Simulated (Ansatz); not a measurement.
System: HfS2 (1T monolayer).

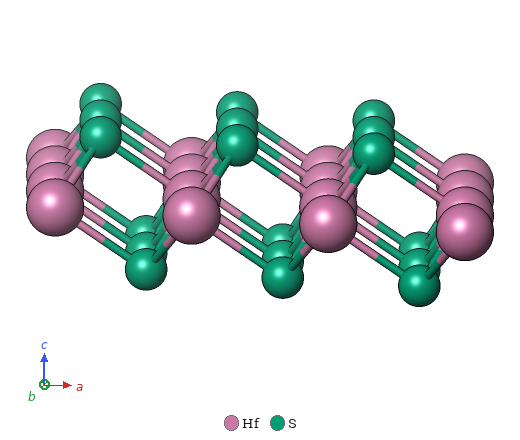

The structure (hafnium pink, sulfur teal). 3×3×1 cells are drawn. Some periodic images of atoms are drawn too.

The cell holds 3 atoms: 1 Hf and 2 S. Its edges and angles: a = 3.656 Å, b = 3.656 Å, c = 29.000 Å, α = 90.0°, β = 90.0°, γ = 120.0°. Vacuum lies along c.

```
Hf S
1.0
     3.65565    0.00000    0.00000
    -1.82782    3.16588    0.00000
     0.00000    0.00000   29.00000
Hf S
1 2
Direct
  0.00000 0.00000 0.50000
  0.33333 0.66667 0.54980
  0.66667 0.33333 0.45020
```

The structure was relaxed with PBE. The runs that relaxed it are not among those shown. Spin-orbit coupling is left out unless a run names it. PAW set soft_2, made with PBE.

Gaps computed with Ansatz 0.2.0 without a self-energy: PBE 1.32 eV and PBE0 2.85 eV.

Question: Estimate the G0W0@PBE gap with 6×6×1 mesh, 879 empty bands, screening to 110 eV, default PAW files.

About 2.57 eV: on its mesh the run moves the gap from 1.32 eV by +1.26 eV. Among the scalar-relativistic levels given, PBE0 is nearest (+0.28 eV). Bands and cutoff are finite, so the gap is not at the basis limit. The miss can reach some tenths of an eV and take either sign; the mesh is an error of its own. The mesh in the plane is coarse for a sheet; gap and any exciton binding can still move on denser ones. The many-body steps are scalar-relativistic: spin-orbit coupling is not in them.

[Paths, hosts, dates, memory and timing lines, banners, echoed tables and standing remarks are left out of the program output.]

[Logs are printed without paths, hosts, clocks, repeated set-up lines and the standing remarks that a program may print on its own settings, such as how far it seeks lower states.]

[Runs of the session that timed out or met a known fault of the program may be left out.]

[Cells called generated may have been cut or substituted from an entry of the Crystallography Open Database or the Materials Project.]

[Hosts, paths, dates, database ids (printed as entryN), source tags and the programs' standing remarks are cut or masked in the printed files.]
